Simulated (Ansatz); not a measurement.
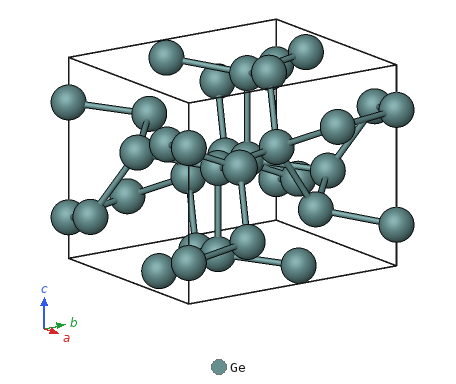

View slightly off an axis, drawn as a ball-and-stick model. Atoms at the boundary of the conventional unit cell (the box) are drawn once for each face, edge or corner they touch.

Ge, space group R3 (No. 146), a = 9.81 Å, b = 9.81 Å, c = 6.01 Å, α = 90.00°, β = 90.00°, γ = 120.00°.

Results below were computed with Ansatz, DFT PBEsol, scalar-relativistic, plane waves, PAW; the settings were a 420 eV plane-wave basis, k-points about 0.16 Å⁻¹ apart, Gaussian smearing of 0.15 eV, no spin polarisation.

Question: What is the electronic character?

Answer: A metal: bands cross the Fermi level.

Question: What is the pressure at this volume?

Answer: The computed pressure is -0.3 GPa (stretched: it would shrink).

Provenance: a structure listed in the Materials Project. The cell was then strained or its atoms displaced on purpose. Ansatz was used for an electronic-structure calculation on it.

At this level of theory the run's own cell isn't at rest (forces up to 0.6 eV/Å), so its distances can differ from those at equilibrium, the more so the softer the solid.
